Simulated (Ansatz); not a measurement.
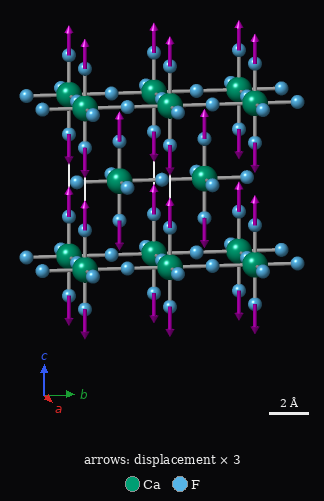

This is a relaxation of solid CaF$_{4}$ (a generated structure, set up in I4/mmm) (coarse preliminary run). The starting structure is drawn; purple arrows show the displacements (the part carried along by the change of the cell is left out), magnified 3 times.

A ball-and-stick model of the conventional cell (2 times the calculation's cell), repeated 1 × 2 × 1 with one cell outlined, seen slightly off an axis. Lengths and directions refer to the drawn axes.

Theory: Ansatz, DFT PBE+D3(BJ), scalar-relativistic, plane waves, PAW. Set-up: plane-wave cutoff 420 eV; k-point mesh 6 × 6 × 6; occupations gaussian; smearing width 0.1 eV; collinear spin; cell and atoms relaxed; force threshold 0.05 eV/Å; at most 80 steps.

**Which element moves most?**

Fluorine: up to 0.54 Å, against 0.00 Å for calcium.

**Describe the change and its energy.**

The largest moves relative to the cell, 0.54 Å, are those of F atoms. Ca stays in place. The volume changes by −16.1 %, with a = b 4.520 → 4.495 Å (−0.5 %), c 8.545 → 7.244 Å (−15.2 %). Some distances before and after: Ca–F 2.094 → 2.311 Å, Ca–F 2.260 → 2.248 Å. The space group stays I4/mmm (No. 139). The energy falls by 125 meV per atom in 5 accepted moves (7 points after the start). Largest force component: 1.4 eV/Å at the start, 0.0041 eV/Å at the end. Pressure: 2.79 GPa at the start and 0.10 GPa at the end. The SCF was repeated twice at an unchanged geometry on a basis and grid sized afresh for the cell, which shifted the energy by 2.9 meV per atom at most. Cost: 17 s on 2 threads of AMD EPYC 9R45 96-Core Processor (Zen 5), on a shared host, peak memory 0.47 GiB.
